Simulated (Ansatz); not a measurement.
## CuI (Marshite): a many-body input that goes wrong, and its mend

Aim: the G0W0 gap of CuI (Marshite). The first input has a fault.

Calculated with Ansatz 0.2.0; G0W0 on PBE, plane waves, PAW.

The database entry behind the starting cell differs from later determinations by our own check (about 0.15 % long (mineral sample)), so it need not match the best structure at ambient conditions.

In doubt: one-shot GW on d or f shells is unsure, so the values of those runs are not to be relied on.

**1. The structure**

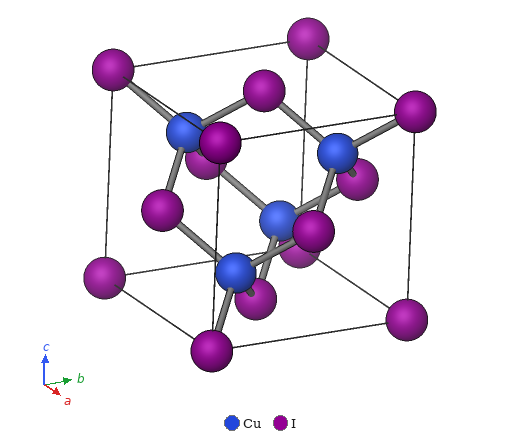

The starting structure, seen slightly off an axis (copper blue, iodine purple). This picture shows the conventional cell, with its axes. Bonds to atoms that aren't drawn are left out. Some periodic images of atoms are drawn too.

The cell and positions come from the Crystallography Open Database and are kept as given unless a step says otherwise. Spin-orbit coupling is left out unless a step names it. The default PAW set here is soft_2. Its files were made with PBE.

**2. First try**

input.yaml reads:

```yaml
crystal:
  lattice:
    - [0.0, 3.0315, 3.0315]
    - [3.0315, 0.0, 3.0315]
    - [3.0315, 3.0315, 0.0]
  atoms:
    - { symbol: Cu, position: [0.25, 0.25, 0.25] }
    - { symbol: I, position: [0.0, 0.0, 0.0] }
kpoints:
  mp_grid: { grid: [1, 1, 1] }
hamiltonian:
  xc: pbe
scf:
  occupations: { method: fixed }
gw:
  n_empty_bands: 90
  ecut_chi: 80
  qp_bands: [v2, c2]
  qp_kpoints: band_edges
  screening: { model: contour_deformation }
```

On the command line:

```sh
ansatz run input.yaml --threads 3 --pin off --max-ram 92160MiB --backend cuda --events-out ev --progress --plain --runs-dir out --devices 1 --max-vram 13GiB  # rebuilt from the run's record
```

Numbers of over 12 decimals in the logs are rounded to 6 here.

Log:

```text
GPUs: using 1 of 1 available (devices: 1).
Engine: ansatz 0.2.0, x86_64-unknown-linux-gnu
Pseudopotentials: kind: paw
Pseudopotential: Cu, paw, valence charge 19, recommended cutoff 420 eV (normal), Cu.paw.azcp
Pseudopotential: I, paw, valence charge 17, recommended cutoff 420 eV (normal), I.paw.azcp
Functional definition: PBE
  parameter kappa = 0.804
  parameter beta = 0.066725
  exchange = pbe_x(kappa = kappa, mu = beta*pi^2/3)
  correlation = pbe_c(beta = beta)
device memory: the entry about to start is reckoned to put 0.4 GiB on a device that reports 58.7 GiB free (of which the cap on the GPU budget leaves the run 13.0 GiB)
GPU FFT provider: cuFFT
GPU libraries: cuBLAS 13.8.2, cuFFT 12.4.0, cuSOLVER 12.3.4
Crystal: 2 atoms, lattice volume = 55.719 Å³
Basis set: ecut = 420 eV, 1067 PW (Γ)
Bands: 22, of which v1, the nominal top of the filled ones, is band 18 counted from 1 (17 counted from 0)
Symmetry: 24 space group operations
Space group: F-43m (ITA 216), of the structure as read, at distance tolerance 3.8e-5 Å
k-points: 1
Non-local potential: Cu, projectors of the file, l = 0: 3, l = 1: 2, l = 2: 3, l = 3: 1
Non-local potential: I, projectors of the file, l = 0: 2, l = 1: 2, l = 2: 2, l = 3: 2
PAW form: soft (Blöchl's): semilocal exchange-correlation on the pseudo side does not see the compensation charge
PAW one-centre angular grid: Cu, 590 points (default); XC on 64 Gauss nodes
PAW one-centre angular grid: I, 590 points (default); XC on 64 Gauss nodes
Initial density: superposition of atomic densities (neutral atoms: chi_scale 0, normalization atom), corrected by the library's trained network
Initial wavefunctions: pseudopotential atomic-orbital guess
GPU buffer pool allocated for 27000 grid points (all kernels)
GPU transforms: local potential and band sums: pruned to the plane-wave sphere, on 30×30×30
Functional: x = pbe(κ = 0.804, μ = 0.219515), c = pbe(β = 0.066725)
SCF iter   1: F=—  HF=-14128.390729 eV  |F-HF|=—  |Δ(HF+E_count)|=         —  Δρ=6.05e-2  dr2=2.49e0  ethr=1.77e-3  ⟨swp⟩=5.0  Hψ=90  notcnv=0
preconditioner: auto → none  [insulator: Δε(μ)=1.133 eV  Ē_g=7.128 eV  n_scr=14 (ndim 8)  ℏωp=21.1 eV  f_vac=0.179  ε∞_Penn≈9.8]
SCF iter   2: F=—  HF=-14127.674055 eV  |F-HF|=—  |Δ(HF+E_count)|=   7.17e-1  Δρ=1.92e-2  dr2=1.91e-1  ethr=1.77e-3  ⟨swp⟩=3.0  Hψ=54  notcnv=0
SCF iter   3: F=—  HF=-14127.705007 eV  |F-HF|=—  |Δ(HF+E_count)|=   3.10e-2  Δρ=3.08e-2  dr2=3.03e-1  ethr=5.29e-4  ⟨swp⟩=3.0  Hψ=53  notcnv=0
SCF iter   4: F=—  HF=-14127.631906 eV  |F-HF|=—  |Δ(HF+E_count)|=   7.31e-2  Δρ=4.27e-3  dr2=4.38e-3  ethr=5.29e-4  ⟨swp⟩=2.0  Hψ=51  notcnv=0
SCF iter   5: F=—  HF=-14127.633804 eV  |F-HF|=—  |Δ(HF+E_count)|=   1.90e-3  Δρ=9.41e-4  dr2=1.95e-4  ethr=1.22e-5  ⟨swp⟩=3.0  Hψ=43  notcnv=0
SCF iter   6: F=—  HF=-14127.633881 eV  |F-HF|=—  |Δ(HF+E_count)|=   7.71e-5  Δρ=1.82e-4  dr2=9.03e-6  ethr=5.42e-7  ⟨swp⟩=2.0  Hψ=35  notcnv=0
SCF iter   7: F=—  HF=-14127.633887 eV  |F-HF|=—  |Δ(HF+E_count)|=   5.80e-6  Δρ=2.18e-5  dr2=1.22e-7  ethr=2.51e-8  ⟨swp⟩=2.0  Hψ=31  notcnv=0
SCF iter   8: F=-14127.633887 eV  HF=-14127.633887 eV  |F-HF|=3.92e-9  |Δ(HF+E_count)|=   1.17e-7  Δρ=4.15e-6  dr2=5.98e-9  ethr=2.78e-10  ⟨swp⟩=5.0  Hψ=81  notcnv=0
SCF 1 converged in 8 iterations: F = -14127.633887 eV  dr2 = 5.98e-9
[...]
device memory: the entry about to start is reckoned to put 0.6 GiB on a device that reports 58.4 GiB free (of which the cap on the GPU budget leaves the run 13.0 GiB)
NSCF: frozen V_eff on 1 k-points
[...]
device memory: the entry about to start is reckoned to put 0.8 GiB on a device that reports 58.4 GiB free (of which the cap on the GPU budget leaves the run 13.0 GiB)
NSCF: frozen V_eff on 1 k-points
G₀W₀ screening: q 1/1
G₀W₀ self-energy: k 1/1
device memory: the entry about to start is reckoned to put 0.3 GiB on a device that reports 58.3 GiB free (of which the cap on the GPU budget leaves the run 13.0 GiB)
NSCF: frozen V_eff on 1 k-points
device memory: the entry about to start is reckoned to put 0.3 GiB on a device that reports 58.3 GiB free (of which the cap on the GPU budget leaves the run 13.0 GiB)
NSCF: frozen V_eff on 1 k-points
device memory: the entry about to start is reckoned to put 0.3 GiB on a device that reports 58.3 GiB free (of which the cap on the GPU budget leaves the run 13.0 GiB)
NSCF: frozen V_eff on 1 k-points
device memory: the entry about to start is reckoned to put 0.3 GiB on a device that reports 58.3 GiB free (of which the cap on the GPU budget leaves the run 13.0 GiB)
NSCF: frozen V_eff on 1 k-points
SCF converged after 8 iterations
Free energy (F): -14127.633887 eV
Harris-Foulkes:  -14127.633887 eV  (|F-HF|=3.92e-9)
Internal energy: -14127.633887 eV  (E = F + TS)
E sigma→0 (E₀):  -14127.633887 eV
Fermi energy:    9.152982 eV
--- Per-component energies (eV) ---
  E_band       = -805.963813
  E_kinetic    = 507.182899
  E_local      = -7705.911412  (includes V_loc(G=0)·N_el)
  E_nonlocal   = 344.639115
  E_hartree    = 3616.094344
  E_xc         = -214.293468
  E_vxc        = -240.098889  (∫ρ·V_xc dr)
  E_paw        = -6521.214214  (= ΣΔE_a)
  E_vpaw       = -943.958284  (= ΣTr[D̂ρ^β])
  E_aug_tail   = 0.000302  (compensation charges beyond the density's cutoff)
  E_ewald      = -4154.131452
  E_smearing   = -0.000000  (= −TS)
  E_closure    = 0.000000  (closes the sum)
  Σ components = -14127.633887   (vs F -14127.633887, Δ=0.00e0)
--- Band table (eV) ---
  k-point 0: bands = [... 14 lower, 6.8051, 9.1530, 9.1530, 9.1530, 9.9122, 13.4959, 13.4959, 13.4959]
--- G₀W₀: contour deformation, 7 samples at zero and on the imaginary axis and 1 off it, 1 q-point, 90 empty bands' worth ---
  eigenvalues of the whole cell's RPA ε∞ on this k-mesh (on a slab, of 1 + 4πα/V) = 447.6774, 447.6774, 447.6774; static W/v taken at q = 0 is 0.002234
  bands read: the sum over 108 bands ends inside a degenerate multiplet in 1 slot, whose members it reads at an even weight; the widest, k=0: bands 107 to 109 (counted from 1) at 2/3 each
  gw.qp_kpoints: band_edges: 1 of 1 stored k-point solved, in 1 pass; an edge of the gap read off the rows below is read off those points alone
    ik  band        ε_KS         Σx   Σc(E_QP)       V_xc       Z   E_QP_lin       E_QP  E_QP is
     0    17      9.1530   -35.3334     7.2500   -27.5909  0.7550     8.6576     8.6605  root
     0    18      9.1530   -35.3334     7.2500   -27.5909  0.7550     8.6576     8.6605  root
     0    19      9.9122    -6.5412    -6.2718   -12.3541  0.7825     9.4529     9.4533  root
     0    20     13.4959    -4.9028    -6.4511   -10.6441  0.7732    12.7942    12.7862  root
```

The job ended after 3.7 s (1 × NVIDIA H100 80GB HBM3 (shared by 6 runs) with 3 threads of AMD EPYC 7R13 (Zen 3), shared host; peak memory 1 GiB; 4.1 s of CPU time).

**What went wrong?**

The run ended normally, though the input holds a fault or crude settings.

The fault: G0W0 on a mesh far too coarse. So few points can't sample the density or the screening, and the band edges may lie elsewhere in the zone.

It printed a gap of 0.79 eV, which is an artefact of the settings.

**3. A better input**

Now the one-shot GW correction: screening in the RPA, then the self-energy of the levels asked for.

input.yaml, the sections that differ from step 2:

```yaml
kpoints:
  mp_grid: { grid: [4, 4, 4] }
gw:
  n_empty_bands: 166
  ecut_chi: 120
  qp_bands: [v2, c2]
  qp_kpoints: band_edges
  screening: { model: contour_deformation }
# crystal, hamiltonian, scf: as in step 2
```

Log:

```text
GPUs: using 1 of 1 available (devices: 1).
[...]
GPU FFT provider: cuFFT
GPU libraries: cuBLAS 13.8.2, cuFFT 12.4.0, cuSOLVER 12.3.4
Crystal: 2 atoms, lattice volume = 55.719 Å³
Basis set: ecut = 420 eV, 1067 PW (Γ)
Bands: 22, of which v1, the nominal top of the filled ones, is band 18 counted from 1 (17 counted from 0)
[... 1 set-up line as in the run before ...]
[...]
k-points: 8 of 64 (time reversal used)
[...]
GPU buffer pool allocated for 27000 grid points (all kernels)
[...]
SCF iter   1: F=—  HF=-14138.331842 eV  |F-HF|=—  |Δ(HF+E_count)|=         —  Δρ=1.70e-3  dr2=9.33e-4  ethr=1.77e-3  ⟨swp⟩=5.0  Hψ=719  notcnv=0  defer=11
[...]
SCF iter   6: F=-14138.331692 eV  HF=-14138.331692 eV  |F-HF|=3.43e-8  |Δ(HF+E_count)|=   6.14e-7  Δρ=3.63e-6  dr2=6.50e-9  ethr=2.78e-10  ⟨swp⟩=6.1  Hψ=630  notcnv=0
SCF 1 converged in 6 iterations: F = -14138.331692 eV  dr2 = 6.50e-9
[...]
0    17      8.1682   -35.9175     5.5276   -29.8332  0.7020     7.5953     7.6115  root
     0    18      8.1682   -35.9175     5.5276   -29.8332  0.7020     7.5953     7.6115  root
     0    19      9.2866    -8.0614    -4.1682   -12.5033  0.7730     9.5630     9.5602  root
     0    20     13.0372    -6.6460    -4.2780   -11.1429  0.7534    13.2581    13.2560  root
     1    17      7.7964   -36.2722     5.8925   -29.7974  0.6942     7.1956     7.2142  root
     1    18      7.7964   -36.2722     5.8925   -29.7974  0.6942     7.1956     7.2142  root
     1    19     10.4191    -8.1077    -4.2092   -12.6165  0.7667    10.7223    10.7187  root
     1    20     13.5934    -7.1787    -4.3529   -11.7666  0.7455    13.8307    13.8283  root
[...]
6    17      6.6693   -41.6485     8.0987   -32.9531  0.6500     6.0498     6.0726  root
     6    18      6.6693   -41.6485     8.0987   -32.9531  0.6500     6.0498     6.0726  root
     6    19     10.8735    -9.4132    -3.1485   -12.6009  0.7687    10.9127    10.9126  root
     6    20     11.0618   -10.8944    -3.4688   -14.6263  0.7589    11.3274    11.3248  root
[key lines of the parts left out:]
SCF converged after 6 iterations
Free energy (F): -14138.331692 eV
Fermi energy:    8.168152 eV
```

Wall time 6.3 s (1 × NVIDIA H100 80GB HBM3 (shared by 6 runs) with 3 threads); peak memory 1.1 GiB; 8 s of CPU time.

Numbers from this step:

```
bands summed                                 : 184
RPA ε∞ on this mesh (eigenvalues)            : 9.418, 9.418, 9.418
plane waves in the screening matrix          : 169
q-points in the mesh                         : 64
G0W0 gap on the mesh                         : 1.949 eV
k of the valence top                         : 0, 0, 0
k of the conduction bottom                   : 0, 0, 0
starting gap on the mesh                     : 1.118 eV
Z at the valence top                         : 0.7020
Z at the conduction bottom                   : 0.7730
least direct G0W0 gap on the computed points : 1.949 eV
```

The gap on the mesh goes from 1.12 eV to 1.95 eV, a correction of +0.83 eV. Between the two edge states, bare exchange in place of the xc potential would open the gap by 10.53 eV, and correlation takes back 9.70 eV.

**4. What came out**

* first try: converged after 3.7 s
* better run: G0W0 gap on the mesh 1.95 eV (4×4×4 mesh, 166 empty bands, screening to 120 eV)

In words: The second run differs in: mesh, empty bands and screening cutoff (eV). Bands and cutoff are finite, so the gap is not at the basis limit. The miss can reach some tenths of an eV and take either sign; the mesh is an error of its own. A d shell, filled or nearly so, lies near the gap. One-shot GW converges very slowly in bands there, not always from below, and on a semilocal start the gap tends to come out low; starts rich in exact exchange can overshoot instead. The many-body steps are scalar-relativistic: spin-orbit coupling is not in them.

[Paths, hosts, dates, memory and timing lines, banners, echoed tables and standing remarks are left out of the program output.]

[Logs are printed without paths, hosts, clocks, repeated set-up lines and the standing remarks that a program may print on its own settings, such as how far it seeks lower states.]

[Runs of the session that timed out or met a known fault of the program may be left out.]

[Cells called generated may have been cut or substituted from an entry of the Crystallography Open Database or the Materials Project.]

[Hosts, paths, dates, database ids (printed as entryN), source tags and the programs' standing remarks are cut or masked in the printed files.]
